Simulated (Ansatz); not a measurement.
# GaAs: 5 runs along one coordinate

System: GaAs (I-4m2, 2 atoms in the cell).
Method: DFT r2SCAN, scalar-relativistic, plane waves, PAW, no spin polarisation (Ansatz 0.2.0).

The 5 runs differ only in the geometry, by a strain of the cell at fixed fractional positions. Against run 3, the strain is εzz = η. The structure derives from an entry of the Crystallography Open Database.

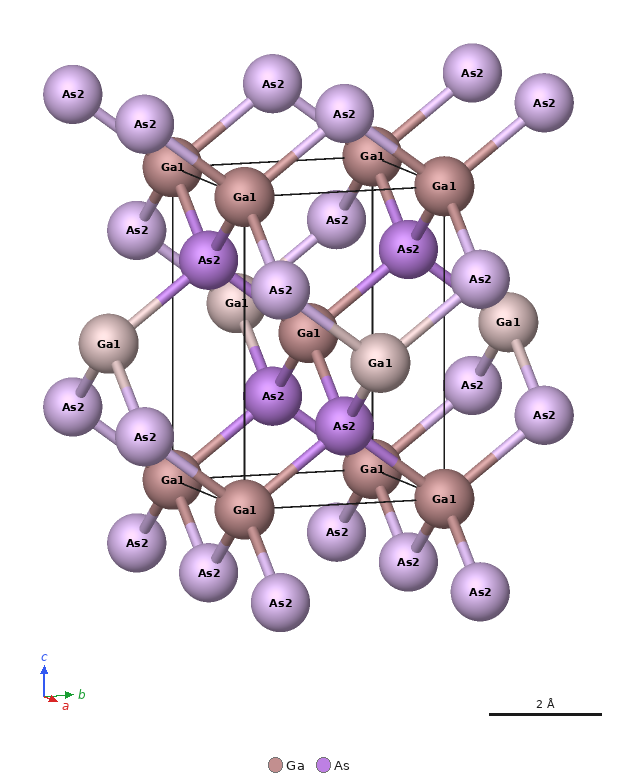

Figure 1. The structure of run 3 (ball-and-stick view of the cell 2 times as large as that of the calculation, set on its symmetry axes, seen slightly off an axis; neighbours outside the cell are drawn fainter; atoms are numbered from 1 in the order of the input).

### Input of run 3
```yaml
crystal:
  lattice:
    - [0.0, 2.6855075, 2.82685]
    - [2.6855075, 0.0, 2.82685]
    - [2.6855075, 2.6855075, 0.0]
  atoms:
    - { symbol: Ga, position: [0.0, 0.0, 0.0] }
    - { symbol: As, position: [0.75, 0.75, 0.75] }
basis:
  ecutwfc: 500
kpoints:
  mp_grid: { grid: [8, 8, 8] }
hamiltonian:
  xc: r2scan
scf:
  occupations: { method: gaussian, width: 0.05 }
output:
  forces: true
  stress: true
  eigenvalues: true
```

Lattice vectors (Å) and fractional positions of run 3:
```
   0.000000    2.685507    2.826850
   2.685507    0.000000    2.826850
   2.685507    2.685507    0.000000
Ga  0.000000  0.000000  0.000000
As  0.750000  0.750000  0.750000
```

Run 2 differs from it as follows:
```diff
-    - [0.0, 2.6855075, 2.82685]
-    - [2.6855075, 0.0, 2.82685]
+    - [0.0, 2.6855075, 2.75617875]
+    - [2.6855075, 0.0, 2.75617875]
```

### Results, with one run withheld

```csv
run,strain parameter η (%),"free energy per atom, from the lowest run given (meV)",pressure (GPa),gap on the mesh (eV)
1,−5.0000,97.64,16.74,1.44
2,−2.5000,?,?,?
3,0.0000,21.15,10.09,1.32
4,2.5000,4.11,7.31,1.24
5,5.0000,0.00,4.86,1.08
```

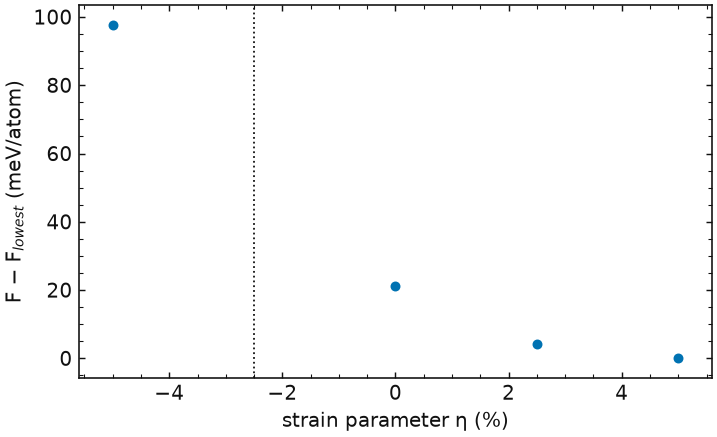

Figure 2. Free energy per atom of the runs given; the dotted line marks run 2.

What should run 2 give?

A quadratic polynomial in the coordinate, fitted to the 4 runs given, misses them by at most 0.26 meV per atom. With x = η − 0.6250, it reads F = 15.683 − 8.3756 x + 1.1002 x² (meV per atom). At run 2 it gives 52.60 meV per atom, and the run itself gives 52.04. The fit has its minimum at η = 4.4314 %. So low a polynomial doesn't follow these energies more closely. The gap on the mesh goes, without turning, from 1.44 eV in run 1 to 1.08 eV in run 5; run 2 has 1.38 eV. These are gaps of this functional on this mesh, which can miss the band edges; they aren't the measured gap.

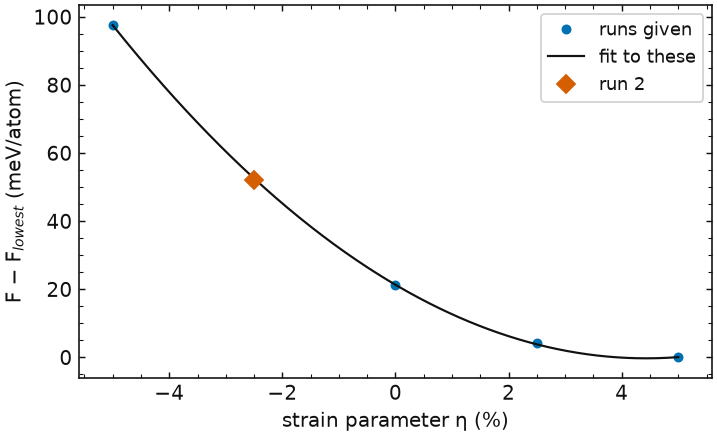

Figure 3. The fit and the withheld run.

### Output, shortened to warnings, some set-up lines, iterations and results (run 2)
```
Basis set: ecut = 500 eV, 975 PW (Γ), exchange–correlation on 120×120×120 points (64 copies of the dense FFT grid, shifted against one another)
Symmetry: 8 space group operations
k-points: 59 of 512 (time reversal used)
Initial density: superposition of atomic densities (neutral atoms: chi_scale 0, normalization atom), corrected by the library's trained network
[...]
SCF iter   1: F=—  HF=-8655.523754 eV  |F-HF|=—  |Δ(HF+E_count)|=         —  Δρ=8.11e-3  dr2=1.06e-2  dr2_τ=7.49e-3  ethr=1.77e-3  ⟨swp⟩=5.4  Hψ=5185  notcnv=0
SCF iter   2: F=—  HF=-8655.541532 eV  |F-HF|=—  |Δ(HF+E_count)|=   1.78e-2  Δρ=1.75e-3  dr2=1.44e-3  dr2_τ=4.09e-5  ethr=3.78e-5  ⟨swp⟩=2.0  Hψ=2596  notcnv=0
SCF iter   3: F=—  HF=-8655.540953 eV  |F-HF|=—  |Δ(HF+E_count)|=   5.79e-4  Δρ=1.54e-3  dr2=3.37e-4  dr2_τ=2.91e-6  ethr=5.13e-6  ⟨swp⟩=2.0  Hψ=1770  notcnv=0
SCF iter   4: F=—  HF=-8655.541166 eV  |F-HF|=—  |Δ(HF+E_count)|=   2.13e-4  Δρ=2.47e-4  dr2=1.09e-5  dr2_τ=4.37e-7  ethr=1.20e-6  ⟨swp⟩=3.0  Hψ=1958  notcnv=0
SCF iter   5: F=—  HF=-8655.541161 eV  |F-HF|=—  |Δ(HF+E_count)|=   4.93e-6  Δρ=6.18e-5  dr2=1.91e-6  dr2_τ=1.01e-8  ethr=3.88e-8  ⟨swp⟩=2.0  Hψ=1888  notcnv=0
SCF iter   6: F=—  HF=-8655.541161 eV  |F-HF|=—  |Δ(HF+E_count)|=   3.97e-7  Δρ=4.16e-5  dr2=9.92e-7  dr2_τ=8.41e-9  ethr=6.83e-9  ⟨swp⟩=2.8  Hψ=1870  notcnv=0
SCF iter   7: F=—  HF=-8655.541161 eV  |F-HF|=—  |Δ(HF+E_count)|=   1.74e-7  Δρ=1.58e-5  dr2=1.38e-7  dr2_τ=1.82e-10  ethr=3.54e-9  ⟨swp⟩=2.0  Hψ=1232  notcnv=0
SCF iter   8: F=-8655.541161 eV  HF=-8655.541161 eV  |F-HF|=3.41e-9  |Δ(HF+E_count)|=   3.22e-8  Δρ=3.13e-6  dr2=5.37e-9  dr2_τ=8.98e-12  ethr=3.57e-10  ⟨swp⟩=4.2  Hψ=3537  …
SCF 1 converged in 8 iterations: F = -8655.541161 eV  dr2 = 5.37e-9
SCF converged after 8 iterations
Free energy (F): -8655.541161 eV
Harris-Foulkes:  -8655.541161 eV  (|F-HF|=3.41e-9)
Internal energy: -8655.541161 eV  (E = F + TS)
E sigma→0 (E₀):  -8655.541161 eV
Fermi energy:    10.560517 eV
--- Per-component energies (eV) ---
  E_band       = -287.018542
  E_kinetic    = 222.674638
  E_local      = -3729.465166  (includes V_loc(G=0)·N_el)
  E_nonlocal   = -243.331417
  E_hartree    = 1903.023943
  E_xc         = -138.886817
  E_vxc        = -147.089941  (∫ρ·V_xc dr)
  E_paw        = -3850.882946  (= ΣΔE_a)
  E_vpaw       = -203.470008  (= ΣTr[D̂ρ^β])
  E_aug_tail   = -0.000054  (compensation charges beyond the density's cutoff)
  E_vtau       = 7.615378  (kinetic-family band-sum trace: ∫τ·v_τ [+ j·A + Jᵃ·Aᵃ] dr)
  E_ewald      = -2816.562864
  E_core_change = -2.110478  (= ΣΔE_core)
  E_smearing   = -0.000000  (= −TS)
  E_closure    = -0.000000  (closes the sum)
  Σ components = -8655.541161   (vs F -8655.541161, Δ=0.00e0)
--- Forces (eV/Å), atoms counted from 1 ---
  atom   1  Ga    -0.00000000     0.00000000     0.00000000
  atom   2  As     0.00000000     0.00000000     0.00000000
  max |Σ_I F_I| component: 1.05e-16 eV/Å
--- Stress (GPa, compression-positive) ---
       13.840691      -0.000000       0.000000
       -0.000000      13.840691       0.000000
       -0.000000       0.000000      11.976818
  P = ⅓ Tr σ = 13.2194 GPa (132.194 kbar)
```
